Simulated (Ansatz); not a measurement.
**What a change does: geometry relaxation on WSe**

System: WSe (Fm-3m, 2 atoms in the cell).
Method of run 1: DFT r2SCAN+U, scalar-relativistic, plane waves, PAW, Ueff = 6.2 eV on W d, no spin polarisation (Ansatz 0.2.0).

The structure was built on a prototype by a generator; it need not be a known phase. Text and figures count atoms from 1; the logs count them from 0 in places.

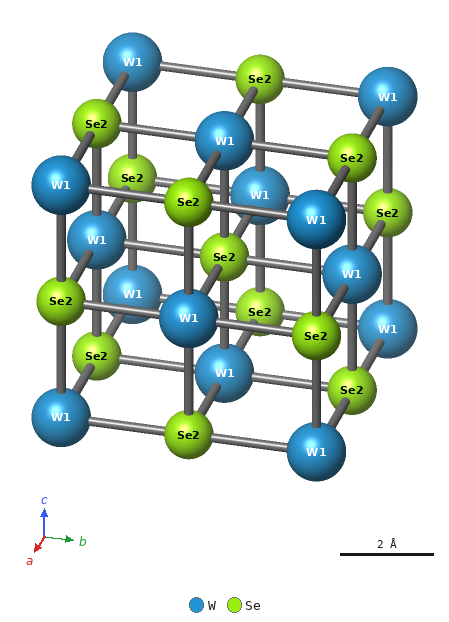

Figure 1. The starting structure (ball-and-stick view of the cell 4 times as large as that of the calculation, set on its symmetry axes, seen at an oblique angle; atoms are numbered from 1 in the order of the input). An atom can appear more than once, as a periodic image. Near neighbours in the periodic cell (some may lie outside the picture): W has 6 Se at 2.85 Å; Se has 6 W at 2.85 Å.

## Input, run 1
```yaml
crystal:
  lattice:
    - [0.0, 2.8530058079, 2.8530058079]
    - [2.8530058079, 0.0, 2.8530058079]
    - [2.8530058079, 2.8530058079, 0.0]
  atoms:
    - { symbol: W, position: [0.0, 0.0, 0.0] }
    - { symbol: Se, position: [0.5, 0.5, 0.5] }
basis:
  ecutwfc: 500
kpoints:
  mp_grid: { grid: [12, 12, 12] }
hamiltonian:
  xc: r2scan
  hubbard: { sites: [{ species: W, l: d, u_eff: 6.2 }] }
scf:
  occupations: { method: gaussian, width: 0.1 }
output:
  forces: true
  stress: true
  eigenvalues: true
relax:
  adjacent_minimum: "off"
  f_tol: 0.01
  max_steps: 60
  cell: { stress_tol: 0.05 }
```

Launched with:
```bash
ansatz run input.yaml --threads 1 --pin off --max-ram 2560MiB --backend cpu --events-out ev --progress --plain --runs-dir out
```

Hardware: 1 thread of Oxide Virtual Turin-like (Zen 5), 32 GiB of memory available, shared host.

## Output, shortened to warnings, some set-up lines, iterations and results (run 1)
```
Basis set: ecut = 500 eV, 1243 PW (Γ), exchange–correlation on 120×120×120 points (64 copies of the dense FFT grid, shifted against one another)
Symmetry: 48 space group operations
k-points: 72 of 1728
Initial density: superposition of atomic densities (chi_scale 0.1, normalization cell, long waves kept (reshape's long-wave potential 0.00 eV rms))
[...]
SCF iter   1: F=—  HF=-15863.775030 eV  |F-HF|=—  |Δ(HF+E_count)|=         —  Δρ=2.05e-2  dr2=1.46e-1  dr2_τ=5.46e-3  ethr=4.82e-4  ⟨swp⟩=1.2  Hψ=15957  notcnv=0
SCF iter   2: F=—  HF=-15864.080509 eV  |F-HF|=—  |Δ(HF+E_count)|=   3.05e-1  Δρ=2.18e-2  dr2=7.87e-2  dr2_τ=1.78e-2  ethr=4.82e-4  ⟨swp⟩=2.0  Hψ=2290  notcnv=0
SCF iter   3: F=—  HF=-15864.699063 eV  |F-HF|=—  |Δ(HF+E_count)|=   6.19e-1  Δρ=2.96e-2  dr2=1.25e-1  dr2_τ=1.35e-2  ethr=2.62e-4  ⟨swp⟩=2.0  Hψ=2631  notcnv=0  defer=77
SCF iter   4: F=—  HF=-15865.244684 eV  |F-HF|=—  |Δ(HF+E_count)|=   5.46e-1  Δρ=2.20e-2  dr2=6.90e-2  dr2_τ=7.46e-3  ethr=2.62e-4  ⟨swp⟩=2.7  Hψ=2733  notcnv=0  defer=77
SCF iter   5: F=—  HF=-15865.574908 eV  |F-HF|=—  |Δ(HF+E_count)|=   3.30e-1  Δρ=6.56e-3  dr2=9.52e-3  dr2_τ=1.99e-3  ethr=2.30e-4  ⟨swp⟩=3.0  Hψ=3297  notcnv=0  defer=107
[... 44 lines ...]
SCF iter   5: F=—  HF=-15866.068249 eV  |F-HF|=—  |Δ(HF+E_count)|=   2.32e-9  Δρ=8.38e-7  dr2=3.14e-10  dr2_τ=4.81e-11  ethr=5.37e-12  ⟨swp⟩=2.0  Hψ=2679  notcnv=0
SCF iter   6: F=—  HF=-15866.068249 eV  |F-HF|=—  |Δ(HF+E_count)|=  2.36e-11  Δρ=4.39e-7  dr2=7.02e-11  dr2_τ=1.40e-11  ethr=1.05e-12  ⟨swp⟩=2.0  Hψ=2617  notcnv=0
SCF iter   7: F=-15866.068249 eV  HF=-15866.068249 eV  |F-HF|=1.09e-11  |Δ(HF+E_count)|=  6.73e-11  Δρ=9.09e-8  dr2=1.78e-12  dr2_τ=7.78e-13  ethr=1.00e-12  ⟨swp⟩=5.7  …
SCF 6 converged in 7 iterations: F = -15866.068249 eV  dr2 = 1.78e-12
relax step   6: F+E_penalty+E_count = -15866.06824942 eV  Δ(F+E_penalty+E_count) = +1.750e-3 eV  max|allowed force component| = 5.588e-31 eV/Å  Δτ_max = 0.0000 Å  P = -0.021 …
basis re-selected at this cell: Δ(F+E_penalty+E_count) = +1.750e-3 eV, ΔP = -0.018 GPa vs the last step (what re-selecting the basis moved, of the pressure what is left beyond the Pulay correction that the steps carried, after the strain that the cell walked since its last selection, with what the …
SCF converged after 7 iterations
Free energy (F): -15866.068249 eV
Harris-Foulkes:  -15866.068249 eV  (|F-HF|=1.09e-11)
Internal energy: -15866.047491 eV  (E = F + TS)
E sigma→0 (E₀):  -15866.057870 eV
Entropy (-TS):   -0.020758 eV (-10.379 meV/atom)
Fermi energy:    15.371327 eV
--- Per-component energies (eV) ---
  E_band       = -481.327578
  E_kinetic    = 572.422499
  E_local      = -2874.346337  (includes V_loc(G=0)·N_el)
  E_nonlocal   = -589.596327
  E_hartree    = 1343.810747
  E_xc         = -345.833801
  E_vxc        = -363.146155  (∫ρ·V_xc dr)
  E_hubbard    = 5.979626  (on-site DFT+U / exact-exchange correction)
  E_vhub       = -3.789441  (the Hubbard potential's part of the band-sum identity)
  E_paw        = -10520.045762  (= ΣΔE_a)
  E_vpaw       = 71.192726  (= ΣTr[D̂ρ^β])
  E_aug_tail   = -0.000245  (compensation charges beyond the density's cutoff)
  E_vtau       = 18.314253  (kinetic-family band-sum trace: ∫τ·v_τ [+ j·A + Jᵃ·Aᵃ] dr)
  E_ewald      = -3456.085171
  E_core_change = -2.352719  (= ΣΔE_core)
  E_smearing   = -0.020758  (= −TS)
  E_closure    = -0.000000  (closes the sum)
  Σ components = -15866.068249   (vs F -15866.068249, Δ=0.00e0)
--- Forces (eV/Å), atoms counted from 1 ---
  atom   1  W     -0.00000000    -0.00000000    -0.00000000
  atom   2  Se    -0.00000000     0.00000000     0.00000000
  max |Σ_I F_I| component: 1.31e-30 eV/Å
--- Stress (GPa, compression-positive) ---
       -0.020845       0.000000      -0.000000
        0.000000      -0.020845       0.000000
       -0.000000       0.000000      -0.020845
  P = ⅓ Tr σ = -0.0208 GPa (-0.208 kbar)
Occupation matrices written to [file]
--- Relaxed structure (5 steps of the walk, 5 accepted, 1 SCFs on fresh bases) ---
  F+E_penalty+E_count = -15866.06824942 eV   max|allowed force component| = 5.588e-31 eV/Å   (the final SCF, on the basis selected at the relaxed cell)
  cell:  # Å, volume = 37.9451 Å³
    - [-2.0604263147430703e-33, 2.667116509935235, 2.667116509935235]
[...]
```

For run 2 the input was changed thus:
```diff
-    - { symbol: W, position: [0.0, 0.0, 0.0] }
+    - { symbol: W, position: [0.0, 0.0, 0.0], spin: 1.0 }
+  populations: true
+  write_density: true
+  write_potential: true
+  elf: true
+  volumetric_format: npy
+magnetization:
+  spin_polarized: true
```

Predict how the results change.

With the same functional and potentials, run 2 lies 2051.9 meV per atom lower. The volume per atom goes from 18.97 to 23.22 Å³. With spin allowed, the absolute moment of the cell comes to 4.55 μB. Exchange favours parallel spins in the open shell, so the polarised state lies below the unpolarised one.

## Output, shortened to warnings, some set-up lines, iterations and results (run 2)
```
Basis set: ecut = 500 eV, 1243 PW (Γ), exchange–correlation on 120×120×120 points (64 copies of the dense FFT grid, shifted against one another)
Symmetry: 48 space group operations
k-points: 72 of 1728
Initial density: superposition of atomic densities (chi_scale 0.1, normalization cell)
[...]
SCF iter   1: F=—  HF=-15865.046560 eV  |F-HF|=—  |Δ(HF+E_count)|=         —  Δρ=4.75e-2 (↑4.53e-2 ↓4.75e-2)  dr2=1.83e-1  dr2_τ=1.18e-1  dr2_m=8.53e-1  M=3.096 μB ∫|m|=3.111 …
SCF iter   2: F=—  HF=-15867.700953 eV  |F-HF|=—  |Δ(HF+E_count)|=    2.65e0  Δρ=2.31e-2 (↑2.31e-2 ↓2.00e-2)  dr2=1.34e-1  dr2_τ=2.20e-2  dr2_m=1.59e-1  M=3.940 μB ∫|m|=4.027 …
SCF iter   3: F=—  HF=-15868.929602 eV  |F-HF|=—  |Δ(HF+E_count)|=    1.23e0  Δρ=9.99e-3 (↑9.99e-3 ↓9.30e-3)  dr2=1.16e-1  dr2_τ=2.05e-3  dr2_m=9.50e-3  M=4.000 μB ∫|m|=4.227 …
SCF iter   4: F=—  HF=-15869.524165 eV  |F-HF|=—  |Δ(HF+E_count)|=   5.95e-1  Δρ=4.46e-3 (↑3.50e-3 ↓4.46e-3)  dr2=2.62e-2  dr2_τ=3.37e-4  dr2_m=1.46e-3  M=4.000 μB ∫|m|=4.315 …
SCF iter   5: F=—  HF=-15869.830026 eV  |F-HF|=—  |Δ(HF+E_count)|=   3.06e-1  Δρ=2.56e-3 (↑1.96e-3 ↓2.56e-3)  dr2=9.17e-3  dr2_τ=8.36e-5  dr2_m=6.76e-4  M=4.000 μB ∫|m|=4.376 …
[... 22 lines ...]
SCF iter   5: F=—  HF=-15870.172063 eV  |F-HF|=—  |Δ(HF+E_count)|=  4.00e-11  Δρ=3.06e-7 (↑3.06e-7 ↓3.06e-7)  dr2=9.75e-11  dr2_τ=4.05e-12  dr2_m=1.37e-11  M=4.000 μB …
SCF iter   6: F=—  HF=-15870.172063 eV  |F-HF|=—  |Δ(HF+E_count)|=  6.00e-11  Δρ=9.03e-8 (↑9.03e-8 ↓7.73e-8)  dr2=8.07e-12  dr2_τ=1.89e-13  dr2_m=1.12e-12  M=4.000 μB …
SCF iter   7: F=-15870.172063 eV  HF=-15870.172063 eV  |F-HF|=7.28e-12  |Δ(HF+E_count)|=  1.09e-11  Δρ=5.11e-8 (↑5.11e-8 ↓4.88e-8)  dr2=5.55e-12  dr2_τ=2.57e-14  …
SCF 2 converged in 7 iterations: F = -15870.172063 eV  dr2 = 5.55e-12
relax step   2: F+E_penalty+E_count = -15870.17206283 eV  Δ(F+E_penalty+E_count) = -2.976e-8 eV  max|allowed force component| = 2.268e-30 eV/Å  Δτ_max = 0.0000 Å  P = -0.001 …
basis re-selected at this cell: Δ(F+E_penalty+E_count) = -2.976e-8 eV, ΔP = +0.002 GPa vs the last step (what re-selecting the basis moved, of the pressure what is left beyond the Pulay correction that the steps carried, after the strain that the cell walked since its last selection, with what the …
SCF converged after 7 iterations
Stability not checked: this state was not tested for a lower state beside it, because the mixer in use, unlike msr1, does not test its closes by its own steps (another_mixer; see scf.mixing.algorithm and scf.lower_state_search)
Magnetization: 4.0000 μB (17.0000 up, 13.0000 down)
Absolute magnetization: 4.5521 μB (∫|ρ↑−ρ↓|, with the PAW one-centre terms)
Spin contamination: 0.1967 ħ² per cell (⟨S²⟩ above its minimum at these occupations)
Per-site moments (μB) at R_I (Å): [(3.2227825147200186, 1.17686489575875), (-0.24616776765425602, 1.17686489575875)]
Free energy (F): -15870.172063 eV
Harris-Foulkes:  -15870.172063 eV  (|F-HF|=7.28e-12)
Internal energy: -15870.166438 eV  (E = F + TS)
E sigma→0 (E₀):  -15870.169251 eV
Entropy (-TS):   -0.005624 eV (-2.812 meV/atom)
Fermi energy:    12.098180 eV
--- Per-component energies (eV) ---
  E_band       = -578.927415
  E_kinetic    = 571.858746
  E_local      = -3235.324794  (includes V_loc(G=0)·N_el)
  E_nonlocal   = -587.749242
  E_hartree    = 1479.445708
  E_xc         = -346.068813
  E_vxc        = -365.761570  (∫ρ·V_xc dr)
  E_hubbard    = 2.180237  (on-site DFT+U / exact-exchange correction)
  E_vhub       = -10.256232  (the Hubbard potential's part of the band-sum identity)
  E_paw        = -10521.253425  (= ΣΔE_a)
  E_vpaw       = 69.603965  (= ΣTr[D̂ρ^β])
  E_aug_tail   = -0.000259  (compensation charges beyond the density's cutoff)
  E_vtau       = 19.810601  (kinetic-family band-sum trace: ∫τ·v_τ [+ j·A + Jᵃ·Aᵃ] dr)
  E_ewald      = -3230.901877
  E_core_change = -2.352719  (= ΣΔE_core)
  E_smearing   = -0.005624  (= −TS)
  E_closure    = -0.000000  (closes the sum)
  Σ components = -15870.172063   (vs F -15870.172063, Δ=0.00e0)
--- Forces (eV/Å), atoms counted from 1 ---
  atom   1  W      0.00000000    -0.00000000    -0.00000000
  atom   2  Se    -0.00000000     0.00000000    -0.00000000
  max |Σ_I F_I| component: 2.83e-30 eV/Å
--- Stress (GPa, compression-positive) ---
       -0.000549       0.000000      -0.000000
[...]
```

## The two runs side by side

| quantity | run 1 | run 2 |
| --- | --- | --- |
| outcome | converged | converged |
| free energy per atom (eV) | −7933.0341 | −7935.0860 |
| energy per atom, smearing taken to zero (eV) | −7933.0289 | −7935.0846 |
| gap on the mesh (eV) | 0.00 | 0.00 |
| pressure (GPa) | −0.02 | 0.00 |
| volume per atom (Å³) | 18.97 | 23.22 |
| largest force (eV/Å) | 0.000 | 0.000 |
| SCF iterations | 42 | – |
| irreducible k-points | 72 | 72 |
| net moment of the cell (μB) | – | 4.00 |
| absolute moment of the cell (μB) | – | 4.55 |
| wall time (shared host) | 54 s | 39 s |

For both runs: Spin–orbit coupling is left out, which matters for W. For run 2: The electronic state found may not be the lowest one.
